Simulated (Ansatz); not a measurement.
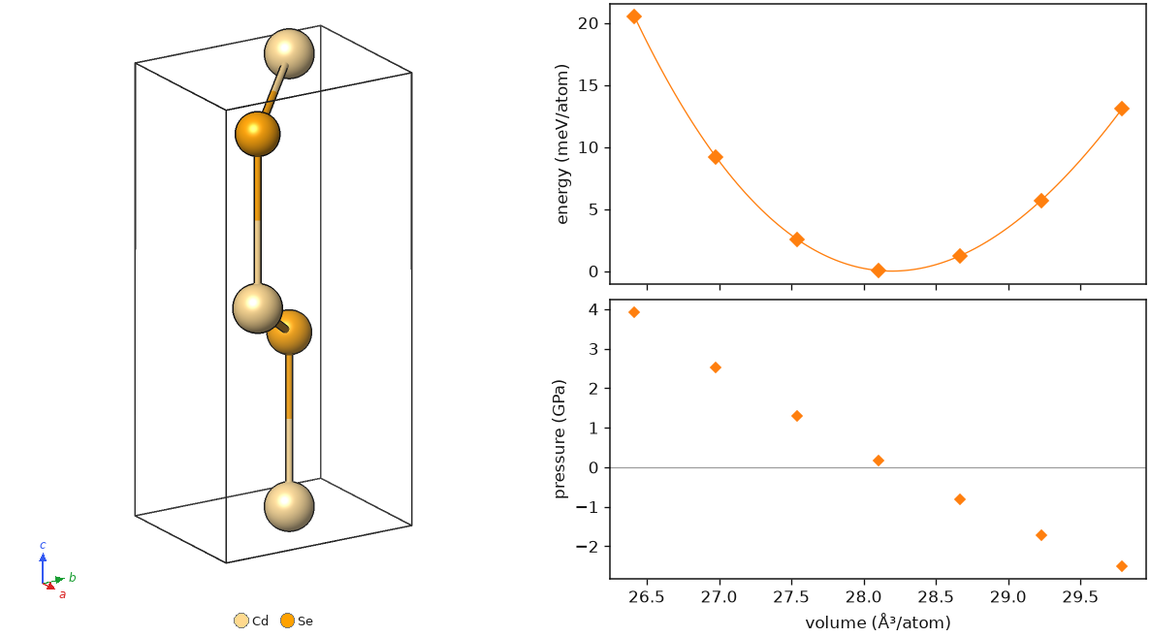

Caption: Energy and pressure against volume for CdSe, space group P6_3mc (No. 186). The conventional cell is drawn beside the plot.

A third-order Birch–Murnaghan fit gives V0 = 28.20 Å³/atom, B0 = 51.7 GPa and B′ = 4.7. The energy is 20.48 meV/atom at volume 26.42 Å³/atom and 13.10 meV/atom at 29.79 Å³/atom; the lowest computed point is at volume 28.10 Å³/atom (0.05 meV/atom), in a single well. The pressure falls from 3.93 GPa at volume 26.42 Å³/atom to −2.50 GPa at 29.79 Å³/atom, and changes sign near 28.20 Å³/atom.

How it was computed, with Ansatz 0.2.0: all-electron LAPW DFT, no spin polarisation; energies at scaled volumes of the given cell, shape and fractions fixed, counted from the fit's minimum, third-order Birch-Murnaghan fit. Level: PBEsol.

- k mesh: 7×7×4
- occupations: Fermi–Dirac
- smearing width: 0.05 eV
- potentials: all electron LAPW, scalar relativistic
- program settings: basis error eV/atom 0.001

Cell as given: a = 4.300 Å, b = 4.300 Å, c = 7.020 Å, α = 90.00°, β = 90.00°, γ = 120.00°; 4 atoms.

Note: shape and atomic fractions are frozen while scaling, which makes layered, chain and framework solids too stiff.
